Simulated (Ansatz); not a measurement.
# Single-point calculation of SnO

SnO (slab, 8 atoms in the cell), computed with DFT PBE+D3(BJ), scalar-relativistic, plane waves, PAW, PAW set soft_1, no spin polarisation (Ansatz 0.2.0).

The structure derives from an entry of the Crystallography Open Database. Figures and captions count atoms from 1; the log counts them from 0 in places.

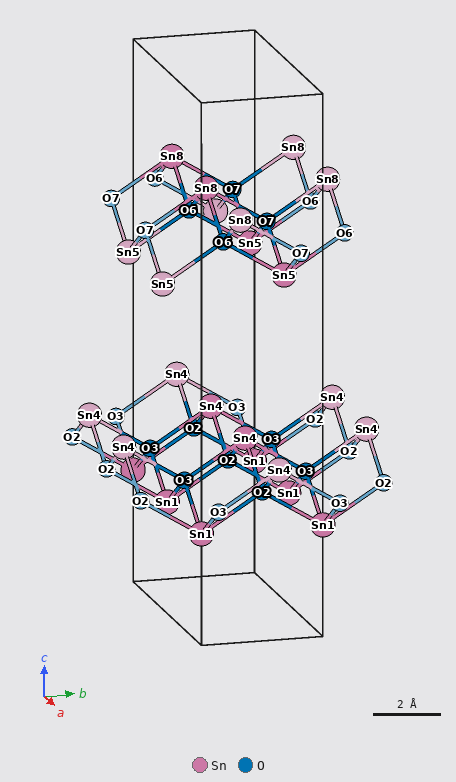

Fig. 1: The input geometry (ball-and-stick view of the 2 × 1 repeat of the cell, with the vacuum cut short, seen slightly off an axis; neighbours outside the cell are drawn fainter; atoms are numbered from 1 in the order of the input). An atom can appear more than once, as a periodic image. Near neighbours in the periodic cell (some may lie outside the picture): Sn has 4 O at 2.25 Å; O has 4 Sn at 2.25 Å.

### The input
```yaml
crystal:
  lattice:
    - [3.820152616, 0.0002954389, 0.0]
    - [-0.0003145156, 3.8201526145, 0.0]
    - [0.0, 0.0, 22.2260756252]
  atoms:
    - { symbol: Sn, position: [0.9999453016, 0.9999453016, 0.202464892] }
    - { symbol: O, position: [0.9999461184, 0.4999461184, 0.2556240248] }
    - { symbol: O, position: [0.4999461184, 0.9999461184, 0.2556240248] }
    - { symbol: Sn, position: [0.4999453016, 0.4999453016, 0.3087831576] }
    - { symbol: Sn, position: [0.7499453016, 0.7499453016, 0.5472418081] }
    - { symbol: O, position: [0.7499461184, 0.2499461184, 0.6004009409] }
    - { symbol: O, position: [0.2499461184, 0.7499461184, 0.6004009409] }
    - { symbol: Sn, position: [0.2499453016, 0.2499453016, 0.6535600738] }
basis:
  ecutwfc: 420
kpoints:
  mp_grid: { grid: [7, 7, 1] }
hamiltonian:
  xc: pbe
  pseudopotentials: { kind: paw, azcp: { folder: soft_1 } }
  dispersion: d3bj
scf:
  occupations: { method: gaussian, width: 0.05 }
output:
  forces: true
  eigenvalues: true
  write_density: true
  write_potential: true
  elf: true
  volumetric_format: npy
efield:
  axis: 3
  dipole_correction: true
  ramp_width: 0.04
```

Machine: 2 threads of Arm Neoverse N1, 98 GiB of memory available, shared host.

Run as:
```bash
ansatz run input.yaml --threads 2 --pin off --max-ram 6144MiB --backend cpu --events-out ev --progress --plain --runs-dir out
```

### What the program printed
```
Engine: ansatz 0.2.0, aarch64-unknown-linux-gnu
Pseudopotentials: kind: paw
Pseudopotential: Sn, paw, valence charge 14, recommended cutoff 420 eV (normal), [file]
Pseudopotential: O, paw, valence charge 6, recommended cutoff 420 eV (normal), [file]
Functional definition: PBE
  parameter kappa = 0.804
  parameter beta = 0.06672455060314922
  exchange = pbe_x(kappa = kappa, mu = beta*pi^2/3)
  correlation = pbe_c(beta = beta)
Crystal: 8 atoms, lattice volume = 324.358 Å³
Basis set: ecut = 420 eV, 6355 PW (Γ), exchange–correlation on 54×54×300 points (8 copies of the dense FFT grid, shifted against one another)
Bands: 48, of which v1, the nominal top of the filled ones, is band 40 counted from 1 (39 counted from 0)
Symmetry: 2 space group operations
k-points: 16 of 49 (time reversal used)
Non-local potential: Sn, projectors of the file, l = 0: 2, l = 1: 2, l = 2: 2, l = 3: 1
Non-local potential: O, projectors of the file, l = 0: 2, l = 1: 2, l = 2: 1
PAW form: soft (Blöchl's): semilocal exchange-correlation on the pseudo side does not see the compensation charge
PAW one-centre angular grid: Sn, 590 points (default); XC on 64 Gauss nodes
PAW one-centre angular grid: O, 110 points (default); XC on 64 Gauss nodes
Initial density: superposition of atomic densities (neutral atoms: chi_scale 0, normalization atom)
Initial wavefunctions: pseudopotential atomic-orbital guess
Functional: x = pbe(κ = 0.804, μ = 0.2195149727645171), c = pbe(β = 0.06672455060314922)
SCF iter   1: F=—  HF=-26376.195205 eV  |F-HF|=—  |Δ(HF+E_count)|=         —  Δρ=9.28e-2  dr2=3.32e1  ethr=3.10e-3  p=-0.000 e·Å  D=-2.68e-7 V/Å  ΔV_dip=0.00 eV  dr2_dipole=6.16e-9  V_vac-E_F(+/−)=5.68/5.68 eV  ⟨swp⟩=7.1  Hψ=2931  notcnv=0
efield: sawtooth ramp at fractional position 0.9080 (placed from the atoms, in the widest stretch of the axis that holds none; the zero of the levels goes with the place), width 0.0400; the density the first Hamiltonian is built on has a dipole p = -0.000 e·Å; the dipole correction subtracts the counter field D = -2.68e-7 V/Å, which shifts the + side's vacuum level by +0.00 eV against the − side's; the planar-averaged density in the ramp window peaks in size at 2.3e-5 e/Å³
preconditioner: auto → Resta (q_TF=auto, 2.161 Å⁻¹)  ε∞=2.0  [insulator: Δε(μ)=3.652 eV  Ē_g=18.172 eV  σ=0.050 eV  W_gap=1.00  n_scr=50 (ndim 8)  ℏωp=18.4 eV  f_vac=0.467  D(μ)=0.00/eV (n_scr^D=0)  ε∞_Penn≈2.0  vacuum switching on, ρ_ref=2.4e-2 e/Å³]
SCF iter   2: F=—  HF=-26370.096001 eV  |F-HF|=—  |Δ(HF+E_count)|=    6.10e0  Δρ=6.57e-2  dr2=1.05e1  ethr=3.10e-3  p=-0.000 e·Å  D=-2.62e-5 V/Å  ΔV_dip=0.00 eV  dr2_dipole=1.46e-8  V_vac-E_F(+/−)=3.19/3.19 eV  ⟨swp⟩=4.8  Hψ=2011  notcnv=0  defer=51
SCF iter   3: F=—  HF=-26368.136279 eV  |F-HF|=—  |Δ(HF+E_count)|=    1.96e0  Δρ=1.43e-2  dr2=6.26e-1  ethr=3.10e-3  p=-0.000 e·Å  D=-4.28e-6 V/Å  ΔV_dip=0.00 eV  dr2_dipole=2.98e-9  V_vac-E_F(+/−)=4.19/4.19 eV  ⟨swp⟩=3.0  Hψ=1364  notcnv=0  defer=53
SCF iter   4: F=—  HF=-26368.083525 eV  |F-HF|=—  |Δ(HF+E_count)|=   5.28e-2  Δρ=5.91e-3  dr2=1.88e-1  ethr=7.83e-4  p=0.000 e·Å  D=6.65e-5 V/Å  ΔV_dip=-0.00 eV  dr2_dipole=3.68e-8  V_vac-E_F(+/−)=3.66/3.66 eV  ⟨swp⟩=3.1  Hψ=1238  notcnv=0  defer=53
SCF iter   5: F=—  HF=-26368.050500 eV  |F-HF|=—  |Δ(HF+E_count)|=   3.30e-2  Δρ=1.93e-3  dr2=1.92e-2  ethr=2.35e-4  p=-0.000 e·Å  D=-3.22e-6 V/Å  ΔV_dip=0.00 eV  dr2_dipole=3.66e-9  V_vac-E_F(+/−)=3.85/3.85 eV  ⟨swp⟩=2.2  Hψ=958  notcnv=0  defer=53
SCF iter   6: F=—  HF=-26368.047635 eV  |F-HF|=—  |Δ(HF+E_count)|=   2.87e-3  Δρ=6.10e-4  dr2=3.16e-3  ethr=2.40e-5  p=0.000 e·Å  D=6.75e-5 V/Å  ΔV_dip=-0.00 eV  dr2_dipole=1.05e-7  V_vac-E_F(+/−)=3.90/3.90 eV  ⟨swp⟩=2.4  Hψ=1050  notcnv=0  defer=53
SCF iter   7: F=—  HF=-26368.047181 eV  |F-HF|=—  |Δ(HF+E_count)|=   4.54e-4  Δρ=3.57e-4  dr2=6.45e-4  ethr=3.94e-6  p=-0.000 e·Å  D=-5.85e-6 V/Å  ΔV_dip=0.00 eV  dr2_dipole=4.75e-10  V_vac-E_F(+/−)=3.93/3.93 eV  ⟨swp⟩=2.1  Hψ=924  notcnv=0  defer=53
SCF iter   8: F=—  HF=-26368.047031 eV  |F-HF|=—  |Δ(HF+E_count)|=   1.50e-4  Δρ=3.69e-5  dr2=4.20e-6  ethr=8.06e-7  p=0.000 e·Å  D=4.12e-6 V/Å  ΔV_dip=-0.00 eV  dr2_dipole=4.59e-10  V_vac-E_F(+/−)=3.92/3.92 eV  ⟨swp⟩=2.0  Hψ=968  notcnv=0  defer=53
SCF iter   9: F=—  HF=-26368.046818 eV  |F-HF|=—  |Δ(HF+E_count)|=   2.13e-4  Δρ=2.48e-5  dr2=1.92e-6  ethr=5.25e-9  p=-0.000 e·Å  D=-4.39e-6 V/Å  ΔV_dip=0.00 eV  dr2_dipole=7.12e-10  V_vac-E_F(+/−)=3.92/3.92 eV  ⟨swp⟩=3.1  Hψ=1498  notcnv=0  defer=53
SCF iter  10: F=—  HF=-26368.046818 eV  |F-HF|=—  |Δ(HF+E_count)|=   1.83e-7  Δρ=5.71e-6  dr2=1.09e-7  ethr=1.25e-10  p=0.000 e·Å  D=9.12e-7 V/Å  ΔV_dip=-0.00 eV  dr2_dipole=2.91e-11  V_vac-E_F(+/−)=3.92/3.92 eV  ⟨swp⟩=19.6  Hψ=7546  notcnv=0
SCF iter  11: F=-26368.046818 eV  HF=-26368.046818 eV  |F-HF|=1.24e-10  |Δ(HF+E_count)|=   1.45e-8  Δρ=1.32e-6  dr2=4.51e-9  ethr=1.25e-10  p=-0.000 e·Å  D=-1.83e-7 V/Å  ΔV_dip=0.00 eV  dr2_dipole=4.09e-14  V_vac-E_F(+/−)=3.92/3.92 eV  ⟨swp⟩=10.5  Hψ=5573  notcnv=0
SCF 1 converged in 11 iterations: F = -26368.046818 eV  dr2 = 4.51e-9
  greatest PAW one-centre occupation: 0.993 electrons in one spin orbital (limit 2), on the Sn atom at site 4 (counted from 0), in its partial waves of l = 2
```

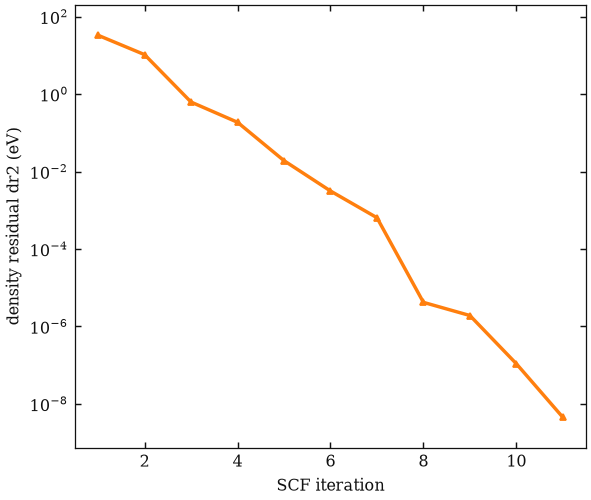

Fig. 2: Convergence of the self-consistent field: density residual dr2 against the SCF iteration. The residual falls at every step.

```
WARN: The output density's exchange-correlation potential varies sharply where the density is thin. Do not read a vacuum level from v_tot or v_xc, or from such a field of the output density. On a cell that repeats whose density bears no net charge and no dipole along the vacuum's axis use v_es (v_loc + v_h of the components); under efield.dipole_correction with no amplitude use v_es + v_field, which holds any external_charges[].barrier, or the levels of the report's work_function block, which leave it out; under a non-zero efield.amplitude the vacuum is tilted and has no level; on a cell that repeats and bears such a dipole with no correction it is tilted too, and efield.dipole_correction with no amplitude gives each side of its ramp a level where efield: is served; in a cell that repeats whose density bears a net charge (total_charge, or a fill off its count) it is curved and has none; of a slab under crystal.periodic whose density bears no net charge use v_es, which has a level on each side, short of where the two are joined; of another it falls or rises all the way out and has none; of a slab beside external_charges read slab_vacuum_level instead, which it has where they leave it neutral. The grid or the basis barely resolves most such structure, and the values can differ between equally converged runs; as a rule a tighter scf.convergence.dr2_threshold does not remove it. Where the density itself ripples (under the LDA too) a higher basis.ecutwfc lessens it. The files hold the spikes' plane waves up to the density's cutoff. Files: v_tot_of_output_density and the like, and their columns of v_z.tsv (output.write_potential); v_xc_of_output_density and the like, and their columns of v_comp_z.tsv (output.write_potential_components). Measured: with its Gaussian average of σ = 0.25 Å subtracted twice, the exchange-correlation potential is over 0.1 eV at 1050 of the grid points where the equally averaged density (valence and model cores) is under 1e-3 e/Å³, and 0.478 eV at the most among them, at an averaged density of 5.3e-7 e/Å³. The input density's (outcome.potential() and, of a run that writes arrays, v_tot and v_xc) is over 0.1 eV, so measured, at 1003 points of its own thin density, 0.447 eV at the most. See output.write_potential in the manual, Limitations
SCF converged after 11 iterations
Free energy (F): -26368.046818 eV
Harris-Foulkes:  -26368.046818 eV  (|F-HF|=1.24e-10)
Internal energy: -26368.046818 eV  (E = F + TS)
E sigma→0 (E₀):  -26368.046818 eV
Fermi energy:    2.237683 eV
Dipole field:    D = 0.000000 V/Å  (p = 0.000000 e·Å, saw-weighted, corrected)
Work function:   Φ+ = 3.9213 eV   Φ− = 3.9213 eV
Levels:          The Fermi level and band energies are counted from a zero that moves with the ramp; work functions are not
--- Per-component energies (eV) ---
  E_band       = -990.313908
  E_kinetic    = 1341.659941
  E_local      = -32287.825365  (includes V_loc(G=0)·N_el)
  E_nonlocal   = 789.981486
  E_hartree    = 15656.158887
  E_xc         = -787.954659
  E_vxc        = -683.212348  (∫ρ·V_xc dr)
  E_paw        = -18126.202786  (= ΣΔE_a)
  E_vpaw       = -1463.243276  (= ΣTr[D̂ρ^β])
  E_aug_tail   = 0.004185  (compensation charges beyond the density's cutoff)
  E_efield     = 0.000000  (sawtooth field / dipole correction)
  E_vefield    = 0.000000  (∫n·V_field dr)
  E_ewald      = 7047.301502
  E_disp       = -1.170009  (pairwise vdW)
  E_smearing   = -0.000000  (= −TS)
  E_closure    = -0.000000  (closes the sum)
  Σ components = -26368.046818   (vs F -26368.046818, Δ=0.00e0)
--- Forces (eV/Å), atoms counted from 1 ---
  atom   1  Sn    -0.00032779    -0.00032784     0.00654674
  atom   2  O     -0.00179962     0.00061589     0.00195843
  atom   3  O      0.00061618    -0.00179952     0.00195843
  atom   4  Sn    -0.00046000    -0.00046007     0.03896348
  atom   5  Sn     0.00048055     0.00048063    -0.03896809
  atom   6  O     -0.00063629     0.00177831    -0.00195960
  atom   7  O      0.00177841    -0.00063601    -0.00195960
  atom   8  Sn     0.00034854     0.00034860    -0.00653701
  max |Σ_I F_I| component: 2.75e-6 eV/Å
--- Band table (eV; the first three rows and the last of 16) ---
  k-point 0: bands = ["-19.8168", "-19.8168", "-19.4574", "-19.4574", "-19.4137", "-19.4137", "-19.4137", "-19.4137", "-19.4043", "-19.4043", "-19.3719", "-19.3719", "-19.3672", "-19.3672", "-19.3383", "-19.3382", "-19.3320", "-19.3320", "-19.3320", "-19.3320", "-17.8826", "-17.8825", "-15.3834", "-15.3834", "-6.1380", "-6.1231", "-3.8816", "-3.8815", "-3.8815", "-3.8815", "-2.9892", "-2.9112", "-1.3013", "-1.3012", "-0.8952", "-0.8951", "-0.8951", "-0.8951", "0.6022", "0.8117", "3.6347", "3.9460", "3.9464", "4.4071", "5.8904", "6.3933", "6.3934", "6.3938"]
  k-point 1: bands = ["-19.8074", "-19.8074", "-19.4574", "-19.4574", "-19.4164", "-19.4164", "-19.4131", "-19.4131", "-19.4085", "-19.4085", "-19.3980", "-19.3980", "-19.3691", "-19.3691", "-19.3608", "-19.3607", "-19.3326", "-19.3326", "-19.3237", "-19.3237", "-17.7205", "-17.7204", "-15.4788", "-15.4788", "-6.0872", "-6.0743", "-3.8772", "-3.8754", "-3.7547", "-3.7547", "-3.2385", "-3.1892", "-1.5248", "-1.5195", "-1.0721", "-1.0720", "-0.8725", "-0.8333", "0.6370", "0.8305", "4.0748", "4.3487", "4.3625", "4.8679", "5.5600", "5.6357", "6.1478", "6.5711"]
  k-point 2: bands = ["-19.7813", "-19.7812", "-19.5492", "-19.5492", "-19.4223", "-19.4223", "-19.4176", "-19.4176", "-19.4127", "-19.4127", "-19.4098", "-19.4098", "-19.3616", "-19.3615", "-19.3439", "-19.3439", "-19.3354", "-19.3354", "-19.3199", "-19.3198", "-17.3096", "-17.3095", "-15.7658", "-15.7658", "-5.9149", "-5.9059", "-3.9886", "-3.9725", "-3.7150", "-3.7103", "-3.3906", "-3.3905", "-1.9286", "-1.9261", "-1.5464", "-1.5463", "-0.6875", "-0.5999", "0.6633", "0.8071", "4.4724", "4.5952", "4.6943", "4.9357", "5.2119", "5.7118", "5.9388", "6.1646"]
  k-point 15: bands = ["-19.7515", "-19.7515", "-19.7373", "-19.7372", "-19.4241", "-19.4241", "-19.4231", "-19.4231", "-19.3916", "-19.3915", "-19.3903", "-19.3903", "-19.3282", "-19.3282", "-19.3253", "-19.3253", "-19.3122", "-19.3122", "-19.3105", "-19.3104", "-16.3330", "-16.3330", "-16.2032", "-16.2032", "-6.6378", "-6.6370", "-6.5056", "-6.5046", "-3.2444", "-3.2407", "-3.0146", "-3.0146", "-0.5089", "-0.5089", "-0.2769", "-0.2768", "-0.0370", "0.0075", "0.1824", "0.2297", "3.7699", "3.8720", "4.0849", "4.0852", "5.7436", "5.9689", "6.0140", "6.0570"]
```

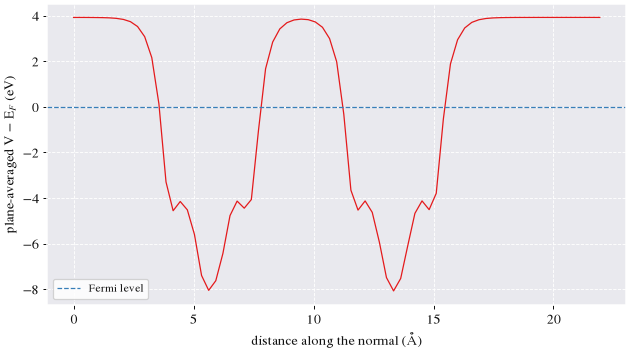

Fig. 3: Plane average of the electrostatic potential energy of an electron across the cell, from the Fermi level. The vacuum level lies 3.92 eV above the Fermi level.

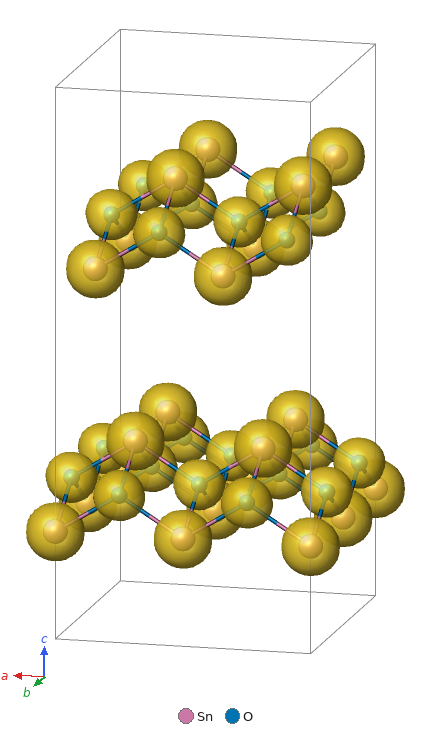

Fig. 4: Isosurface of the valence charge density (pseudo) at 1 e/Å³ (yellow), seen at an oblique angle. Sticks mark near contacts. At this value the density breaks into separate islands; it holds about 70 % of the electrons treated as valence (semicore included). It is pinched off along the Sn–O (2.25 Å) contacts. On the grid the lowest density along these lines, outside the cores, is 0.44 e/Å³ (Sn–O, 2.25 Å). In a PAW calculation such maps are meaningful between the atoms, not at the nuclei.

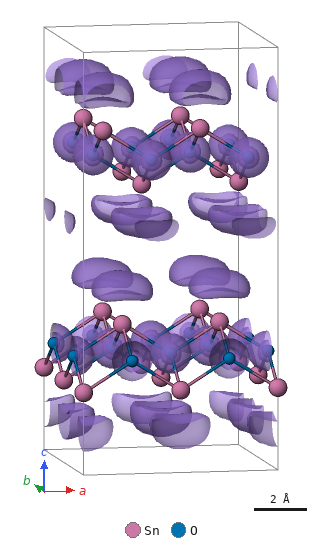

Fig. 5: Isosurface of the electron localisation function at 0.75 (purple), seen slightly off an axis. Only the valence region is drawn (cores and ρ < 0.01 e/Å³ removed). Sticks mark near contacts. Values along the shortest contacts: Sn–O (2.25 Å): the ELF is about 0.20 at the midpoint.

### Key numbers

- outcome: converged
- electrons treated: 80
- free energy: −26368.0468 eV
- work function, top face: 3.92 eV
- work function, bottom face: 3.92 eV
- Fermi energy: 2.238 eV
- gap on the k-point mesh: 2.80 eV
- work function (upper face): 3.92 eV
- largest force (length of the vector): 0.039 eV/Å
- wall time: 38 s (CPU time 74 s)
- peak memory: 0.57 GiB

### Notes

The program warns: the exchange-correlation potential is rough where the density is thin.
